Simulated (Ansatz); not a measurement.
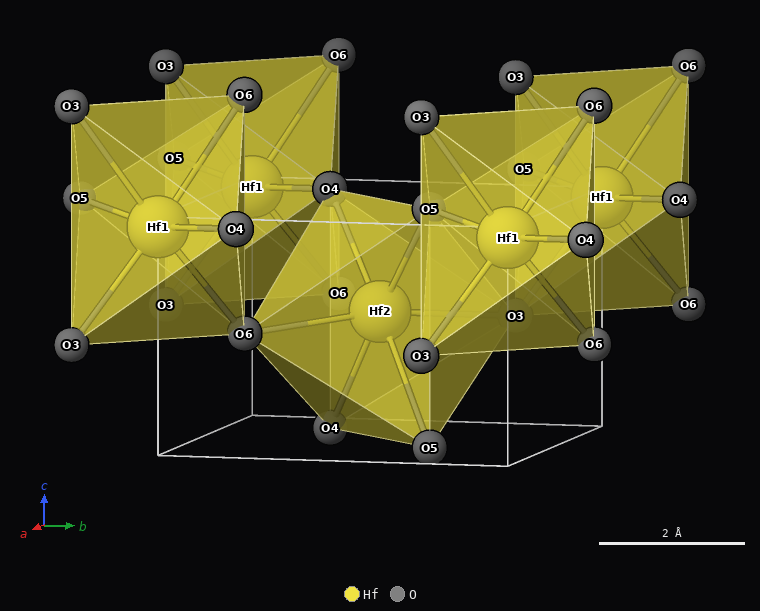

The structure (polyhedral view of the cell of the calculation, seen slightly off an axis; polyhedra are completed across the faces of the cell; atoms are numbered from 1 in the order of the input). An atom can appear more than once, as a periodic image.

**HfO2: a changed input and its effect**

System: HfO2 (6 atoms in the cell).
Method of the first run: DFT PBE, scalar-relativistic, plane waves, PAW, PAW set soft_1, no spin polarisation (Ansatz 0.2.0).

The structure derives from a Materials Project entry. Text and figures count atoms from 1; the logs count them from 0 in places.

**Input, the first run**
```yaml
crystal:
  lattice:
    - [5.0032454367, 0.0, 0.0]
    - [0.0, 5.0032454367, 0.0]
    - [0.0, 0.0, 3.318836856]
  atoms:
    - { symbol: Hf, position: [0.0, 0.0, -0.041786477] }
    - { symbol: Hf, position: [0.5, 0.5, 0.541786477] }
    - { symbol: O, position: [0.1948161092, 0.8051838908, 0.4865900157] }
    - { symbol: O, position: [0.3051838908, 0.3051838908, 0.0134099843] }
    - { symbol: O, position: [0.6948161092, 0.6948161092, 0.0134099843] }
    - { symbol: O, position: [0.8051838908, 0.1948161092, 0.4865900157] }
basis:
  ecutwfc: 520.0
kpoints:
  mp_grid: { grid: [6, 6, 8] }
hamiltonian:
  xc: pbe
  pseudopotentials: { kind: paw, azcp: { folder: soft_1 } }
scf:
  occupations: { method: gaussian, width: 0.05 }
output:
  forces: true
  stress: true
  eigenvalues: true
```

Launched with:
```bash
ansatz run input.yaml --threads 2 --pin off --max-ram 4096MiB --backend cpu --events-out ev --progress --plain --runs-dir out
```

Hardware: 2 threads of Arm Neoverse N1, 98 GiB of memory available, shared host.

**Output, shortened to warnings, some set-up lines, iterations and results (the first run)**
```
Basis set: ecut = 520 eV, 2249 PW (Γ), exchange–correlation on 80×80×50 points (8 copies of the dense FFT grid, shifted against one another)
Symmetry: 8 space group operations
k-points: 50 of 288 (time reversal used)
Initial density: superposition of atomic densities (chi_scale 0.1, normalization cell, long waves kept (reshape's long-wave potential 0.00 eV rms))
[...]
SCF iter   1: F=—  HF=-33725.786543 eV  |F-HF|=—  |Δ(HF+E_count)|=         —  Δρ=8.18e-2  dr2=4.36e0  ethr=3.10e-3  ⟨swp⟩=5.7  Hψ=7429  notcnv=0
SCF iter   2: F=—  HF=-33724.833397 eV  |F-HF|=—  |Δ(HF+E_count)|=   9.53e-1  Δρ=3.80e-2  dr2=1.08e0  ethr=3.10e-3  ⟨swp⟩=2.4  Hψ=4864  notcnv=0  defer=92
SCF iter   3: F=—  HF=-33724.593785 eV  |F-HF|=—  |Δ(HF+E_count)|=   2.40e-1  Δρ=2.12e-2  dr2=3.11e-1  ethr=1.43e-3  ⟨swp⟩=2.0  Hψ=3989  notcnv=0  defer=42
SCF iter   4: F=—  HF=-33724.548377 eV  |F-HF|=—  |Δ(HF+E_count)|=   4.54e-2  Δρ=7.07e-3  dr2=2.61e-2  ethr=4.09e-4  ⟨swp⟩=2.8  Hψ=4578  notcnv=0  defer=42
SCF iter   5: F=—  HF=-33724.570071 eV  |F-HF|=—  |Δ(HF+E_count)|=   2.17e-2  Δρ=3.58e-3  dr2=1.02e-2  ethr=3.43e-5  ⟨swp⟩=2.0  Hψ=4018  notcnv=0  defer=47
SCF iter   6: F=—  HF=-33724.565723 eV  |F-HF|=—  |Δ(HF+E_count)|=   4.35e-3  Δρ=7.13e-4  dr2=3.83e-4  ethr=1.34e-5  ⟨swp⟩=2.0  Hψ=4153  notcnv=0  defer=47
SCF iter   7: F=—  HF=-33724.566609 eV  |F-HF|=—  |Δ(HF+E_count)|=   8.86e-4  Δρ=4.49e-4  dr2=1.42e-4  ethr=5.04e-7  ⟨swp⟩=2.0  Hψ=4095  notcnv=0  defer=47
SCF iter   8: F=—  HF=-33724.566672 eV  |F-HF|=—  |Δ(HF+E_count)|=   6.30e-5  Δρ=7.78e-5  dr2=5.59e-6  ethr=1.87e-7  ⟨swp⟩=2.0  Hψ=4093  notcnv=0  defer=47
SCF iter   9: F=—  HF=-33724.566701 eV  |F-HF|=—  |Δ(HF+E_count)|=   2.94e-5  Δρ=1.55e-5  dr2=2.23e-7  ethr=7.36e-9  ⟨swp⟩=2.1  Hψ=4039  notcnv=0  defer=47
SCF iter  10: F=-33724.566702 eV  HF=-33724.566702 eV  |F-HF|=1.04e-8  |Δ(HF+E_count)|=   2.53e-7  Δρ=3.02e-6  dr2=7.43e-9  ethr=1.32e-10  ⟨swp⟩=10.8  Hψ=10496  notcnv=0
SCF 1 converged in 10 iterations: F = -33724.566702 eV  dr2 = 7.43e-9
SCF converged after 10 iterations
Free energy (F): -33724.566702 eV
Harris-Foulkes:  -33724.566702 eV  (|F-HF|=1.04e-8)
Internal energy: -33724.566702 eV  (E = F + TS)
E sigma→0 (E₀):  -33724.566702 eV
Fermi energy:    11.745279 eV
--- Per-component energies (eV) ---
  E_band       = -336.058860
  E_kinetic    = 1468.430721
  E_local      = -16055.559394  (includes V_loc(G=0)·N_el)
  E_nonlocal   = 336.602877
  E_hartree    = 7538.830013
  E_xc         = -814.274209
  E_vxc        = -868.063166  (∫ρ·V_xc dr)
  E_paw        = -16048.091370  (= ΣΔE_a)
  E_vpaw       = -295.132307  (= ΣTr[D̂ρ^β])
  E_aug_tail   = 0.000989  (compensation charges beyond the density's cutoff)
  E_ewald      = -10150.506327
  E_smearing   = -0.000000  (= −TS)
  E_closure    = 0.000000  (closes the sum)
  Σ components = -33724.566702   (vs F -33724.566702, Δ=0.00e0)
--- Forces (eV/Å), atoms counted from 1 ---
  atom   1  Hf     0.00000000     0.00000000     0.43917327
  atom   2  Hf     0.00000000     0.00000000    -0.43917327
  atom   3  O     -0.06732846     0.06732846     0.26231199
  atom   4  O      0.06732846     0.06732846    -0.26231199
  atom   5  O     -0.06732846    -0.06732846    -0.26231199
  atom   6  O      0.06732846    -0.06732846     0.26231199
  max |Σ_I F_I| component: 4.16e-17 eV/Å
--- Stress (GPa, compression-positive) ---
      -11.933912       0.000000       0.000000
        0.000000     -11.933912      -0.000000
        0.000000      -0.000000     -15.075295
  P = ⅓ Tr σ = -12.9810 GPa (-129.810 kbar)
```

The input of the second run differs as follows (lines with − go, lines with + come):
```diff
-    - [5.0032454367, 0.0, 0.0]
-    - [0.0, 5.0032454367, 0.0]
-    - [0.0, 0.0, 3.318836856]
+    - [4.8812150602, 0.0, 0.0]
+    - [0.0, 4.8812150602, 0.0]
+    - [0.0, 0.0, 3.2378896156]
```

What does this change do to the results?

With the same functional and potentials, the second run lies 40.8 meV per atom lower. The gap on the mesh goes from 3.72 to 4.01 eV. The pressure goes from −12.98 to 0.66 GPa. The largest force goes from 0.439 to 0.791 eV/Å. The volume per atom goes from 13.85 to 12.86 Å³. The cell is scaled evenly with the atoms at fixed fractional positions, so −ΔP/Δ ln V estimates the bulk modulus midway between the two volumes: about 180 GPa. The number of SCF iterations is the same. The plane waves at Γ go from 2249 to 2065.

**Output, shortened to warnings, some set-up lines, iterations and results (the second run)**
```
Basis set: ecut = 520 eV, 2065 PW (Γ), exchange–correlation on 80×80×50 points (8 copies of the dense FFT grid, shifted against one another)
Symmetry: 8 space group operations
k-points: 50 of 288 (time reversal used)
Initial density: superposition of atomic densities (chi_scale 0.1, normalization cell, long waves kept (reshape's long-wave potential 0.00 eV rms))
[...]
SCF iter   1: F=—  HF=-33726.158473 eV  |F-HF|=—  |Δ(HF+E_count)|=         —  Δρ=8.34e-2  dr2=4.43e0  ethr=3.10e-3  ⟨swp⟩=5.4  Hψ=7420  notcnv=0
SCF iter   2: F=—  HF=-33725.152139 eV  |F-HF|=—  |Δ(HF+E_count)|=    1.01e0  Δρ=4.03e-2  dr2=1.17e0  ethr=3.10e-3  ⟨swp⟩=2.3  Hψ=4844  notcnv=0  defer=93
SCF iter   3: F=—  HF=-33724.913269 eV  |F-HF|=—  |Δ(HF+E_count)|=   2.39e-1  Δρ=2.23e-2  dr2=3.29e-1  ethr=1.55e-3  ⟨swp⟩=2.0  Hψ=4003  notcnv=0  defer=43
SCF iter   4: F=—  HF=-33724.789326 eV  |F-HF|=—  |Δ(HF+E_count)|=   1.24e-1  Δρ=7.68e-3  dr2=3.04e-2  ethr=4.33e-4  ⟨swp⟩=2.9  Hψ=4674  notcnv=0  defer=43
SCF iter   5: F=—  HF=-33724.814092 eV  |F-HF|=—  |Δ(HF+E_count)|=   2.48e-2  Δρ=4.13e-3  dr2=1.13e-2  ethr=4.00e-5  ⟨swp⟩=2.0  Hψ=4102  notcnv=0  defer=60
SCF iter   6: F=—  HF=-33724.810325 eV  |F-HF|=—  |Δ(HF+E_count)|=   3.77e-3  Δρ=8.55e-4  dr2=4.35e-4  ethr=1.49e-5  ⟨swp⟩=2.0  Hψ=4137  notcnv=0  defer=10
SCF iter   7: F=—  HF=-33724.811424 eV  |F-HF|=—  |Δ(HF+E_count)|=   1.10e-3  Δρ=5.20e-4  dr2=1.62e-4  ethr=5.73e-7  ⟨swp⟩=2.0  Hψ=4107  notcnv=0  defer=10
SCF iter   8: F=—  HF=-33724.811514 eV  |F-HF|=—  |Δ(HF+E_count)|=   9.00e-5  Δρ=7.05e-5  dr2=4.21e-6  ethr=2.13e-7  ⟨swp⟩=2.0  Hψ=4058  notcnv=0  defer=10
SCF iter   9: F=—  HF=-33724.811538 eV  |F-HF|=—  |Δ(HF+E_count)|=   2.49e-5  Δρ=1.67e-5  dr2=2.29e-7  ethr=5.54e-9  ⟨swp⟩=2.0  Hψ=4066  notcnv=0  defer=10
SCF iter  10: F=-33724.811539 eV  HF=-33724.811539 eV  |F-HF|=9.22e-9  |Δ(HF+E_count)|=   2.69e-7  Δρ=3.31e-6  dr2=7.35e-9  ethr=1.32e-10  ⟨swp⟩=7.5  Hψ=10170  notcnv=0
SCF 1 converged in 10 iterations: F = -33724.811539 eV  dr2 = 7.35e-9
SCF converged after 10 iterations
Free energy (F): -33724.811539 eV
Harris-Foulkes:  -33724.811539 eV  (|F-HF|=9.22e-9)
Internal energy: -33724.811539 eV  (E = F + TS)
E sigma→0 (E₀):  -33724.811539 eV
Fermi energy:    12.972189 eV
--- Per-component energies (eV) ---
  E_band       = -237.210850
  E_kinetic    = 1480.821195
  E_local      = -15659.559135  (includes V_loc(G=0)·N_el)
  E_nonlocal   = 339.293897
  E_hartree    = 7389.007419
  E_xc         = -817.700645
  E_vxc        = -872.658255  (∫ρ·V_xc dr)
  E_paw        = -16052.406276  (= ΣΔE_a)
  E_vpaw       = -303.126177  (= ΣTr[D̂ρ^β])
  E_aug_tail   = 0.000990  (compensation charges beyond the density's cutoff)
  E_ewald      = -10404.268985
  E_smearing   = -0.000000  (= −TS)
  E_closure    = -0.000000  (closes the sum)
  Σ components = -33724.811539   (vs F -33724.811539, Δ=0.00e0)
--- Forces (eV/Å), atoms counted from 1 ---
  atom   1  Hf    -0.00000000     0.00000000     0.79074165
  atom   2  Hf     0.00000000     0.00000000    -0.79074165
  atom   3  O      0.13584803    -0.13584803     0.00913083
  atom   4  O     -0.13584803    -0.13584803    -0.00913083
  atom   5  O      0.13584803     0.13584803    -0.00913083
  atom   6  O     -0.13584803     0.13584803     0.00913083
  max |Σ_I F_I| component: 1.14e-16 eV/Å
--- Stress (GPa, compression-positive) ---
        0.362390       0.000000       0.000000
        0.000000       0.362390      -0.000000
        0.000000      -0.000000       1.263080
  P = ⅓ Tr σ = 0.6626 GPa (6.626 kbar)
```

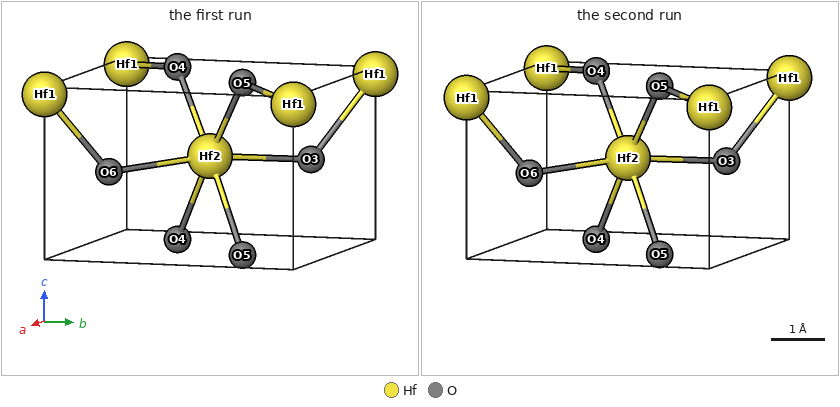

The two input geometries at one scale (ball-and-stick view of the cell of the calculation, seen slightly off an axis). The atoms keep their places relative to the cell (all moves are under 0.005 Å). The volume changes by −7.1 %, with a = b 5.003 → 4.881 Å (−2.4 %), c 3.319 → 3.238 Å (−2.4 %). Among the contacts that change: Hf1–O3 2.231 → 2.176 Å, Hf1–O4 2.167 → 2.114 Å.

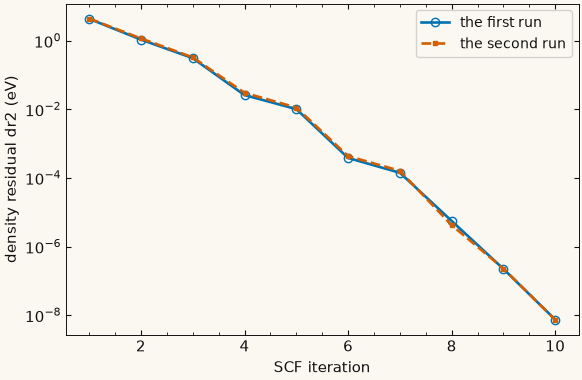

Convergence of the two runs: density residual dr2 against the SCF iteration. The first run takes 10 iterations in all, and the second run takes 10.

**The two runs side by side**

| quantity | the first run | the second run |
| --- | --- | --- |
| outcome | converged | converged |
| free energy per atom (eV) | −5620.7611 | −5620.8019 |
| gap on the mesh (eV) | 3.72 | 4.01 |
| pressure (GPa) | −12.98 | 0.66 |
| volume per atom (Å³) | 13.85 | 12.86 |
| largest force (eV/Å) | 0.439 | 0.791 |
| SCF iterations | 10 | 10 |
| irreducible k-points | 50 | 50 |
| plane waves at Γ | 2249 | 2065 |
| wall time (shared host) | 28 s | 26 s |

For both runs: Spin–orbit coupling is left out, which matters for Hf. For the first run: The cell is under a tension of 13.0 GPa at this level, so it is not at its equilibrium volume.
